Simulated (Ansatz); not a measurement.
The calculation's input:

```
crystal:
  lattice:
    - [2.1592890373, 1.246666107, 13.2280394098]
    - [-2.1592890373, 1.246666107, 13.2280394098]
    - [0.0, -2.4933322139, 13.2280394098]
  atoms:
    - { symbol: Ge, position: [0.0, 0.0, 0.0] }
    - { symbol: Sb, position: [0.140589, 0.140589, 0.140589] }
    - { symbol: Sb, position: [0.859411, 0.859411, 0.859411] }
    - { symbol: Te, position: [0.430317, 0.430317, 0.430317] }
    - { symbol: Te, position: [0.569683, 0.569683, 0.569683] }
    - { symbol: Te, position: [0.291028, 0.291028, 0.291028] }
    - { symbol: Te, position: [0.708972, 0.708972, 0.708972] }
basis:
  ecutwfc: 420
kpoints:
  mp_grid: { grid: [12, 12, 12] }
hamiltonian:
  xc: pbe
scf:
  occupations: { method: gaussian, width: 0.1 }
output:
  forces: true
  stress: true
  eigenvalues: true
  write_density: true
  write_potential: true
  elf: true
  volumetric_format: npy
relax:
  adjacent_minimum: "off"
  f_tol: 0.01
  max_steps: 80
  cell: { stress_tol: 0.05 }
```

Command:

```sh
ansatz run input.yaml --threads 4 --pin off --max-ram 10240MiB --backend cpu --events-out ev --progress --plain --runs-dir out
```

Below, planes, directions and counts refer to the conventional cell (a = 4.33 Å, b = 4.33 Å, c = 39.47 Å, α = 90.00°, β = 90.00°, γ = 120.00°).

The fields are those of the relaxed geometry.

Space group R-3m; a structure from a database of computed crystals, not necessarily the ambient phase; started from the database_166 prototype, which need not be the ambient phase.

The calculation used Ansatz 0.2.0, DFT PBE, scalar-relativistic, plane waves, PAW.

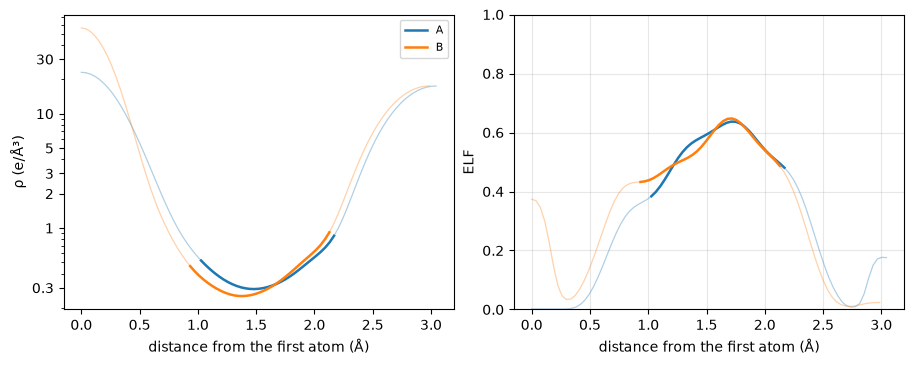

GeSb2Te4. Valence pseudo-density and electron localisation function along straight lines between neighbouring atoms. Thin, pale parts lie inside the atomic spheres.

Core electrons are frozen (PAW), and the valence fields are smoothed inside the atomic spheres.

Which curve belongs to which contact (Ge–Te and Sb–Te)? The first atom named is at distance zero.

Answer. Curve A: Sb–Te (3.04 Å): ρ at the midpoint is about 0.29 e/Å³; the ELF peaks at about 0.65 between the atoms. Curve B: Ge–Te (2.99 Å): ρ at the midpoint is about 0.27 e/Å³; the ELF peaks at about 0.65 in the valence shell of Te, 1.3 Å from its nucleus, and is about 0.55 at the midpoint.
